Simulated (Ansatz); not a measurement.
System: LiF.

```
CELL_PARAMETERS angstrom
2.01400 -2.01400 0.00000
2.01400 2.01400 0.00000
0.00000 0.00000 3.92730
ATOMIC_POSITIONS crystal
Li 0.00000 0.00000 0.00000
Li 0.50000 0.50000 0.50000
F 0.50000 0.50000 0.00000
F 0.00000 0.00000 0.50000
```

Space group I4/mmm; changed on purpose from its base cell (strain +0.000 along x and y, -0.025 along z, atoms carried along).

Method: DFT r2SCAN, scalar-relativistic, plane waves, PAW in Ansatz 0.2.0.

Predict the valence pseudo-density between the atoms.

Answer. Li–F (1.96 Å): the density is about 0.3 e/Å³ at the midpoint.

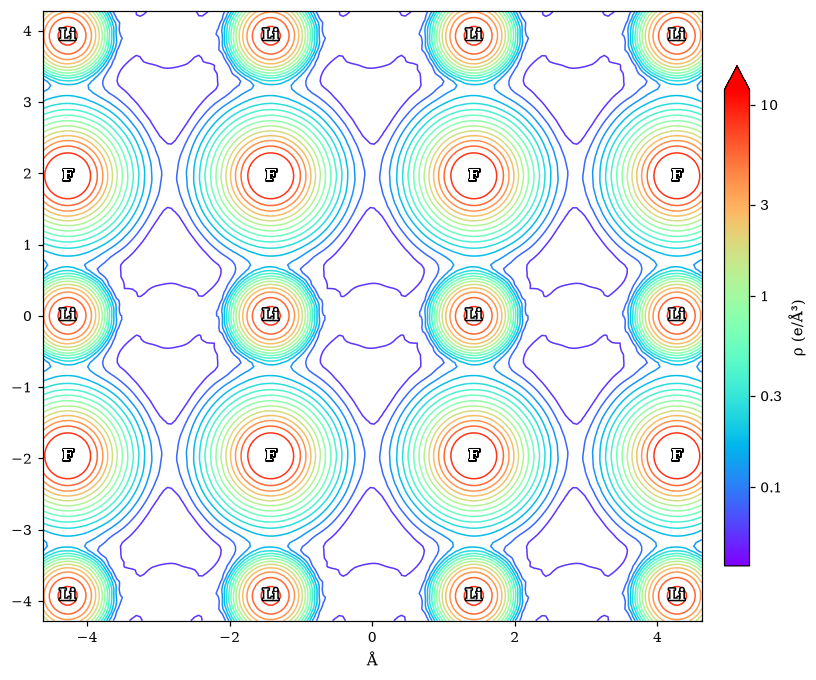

Computed valence pseudo-density on the (100) plane of the conventional cell. 
